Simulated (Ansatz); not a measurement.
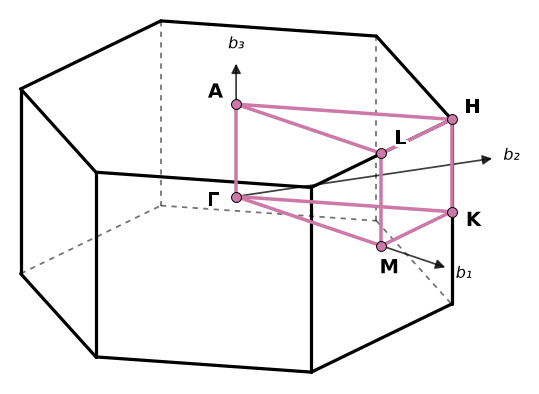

The first Brillouin zone and its special points. Crystal: Mg, a calculation's input that goes back to an entry of the Crystallography Open Database (an earlier step may have relaxed or displaced it). Geometry calculated from the standardised cell; symmetry tolerance 0.002 Å.

Space group P6_3/mmc, No. 194; a = 3.209 Å, b = 3.209 Å, c = 5.210 Å, α = 90.00°, β = 90.00°, γ = 120.00°.

Labels and path follow the convention of Hinuma et al. (2017), as computed by seekpath; the arrows show the directions of the reciprocal primitive vectors b₁, b₂, b₃, in which coordinates are given; lengths include the factor 2π.

**List the special points with their coordinates and distances from Γ.**

| point | k₁ | k₂ | k₃ | length of k (1/Å) |
| --- | --- | --- | --- | --- |
| Γ | 0 | 0 | 0 | 0.000 |
| A | 0 | 0 | 1/2 | 0.603 |
| K | 1/3 | 1/3 | 0 | 1.305 |
| H | 1/3 | 1/3 | 1/2 | 1.438 |
| M | 1/2 | 0 | 0 | 1.130 |
| L | 1/2 | 0 | 1/2 | 1.281 |

**What is the zone's volume?**

(2π)³ over the primitive cell's volume of 46.47 Å³: 5.34 Å⁻³.
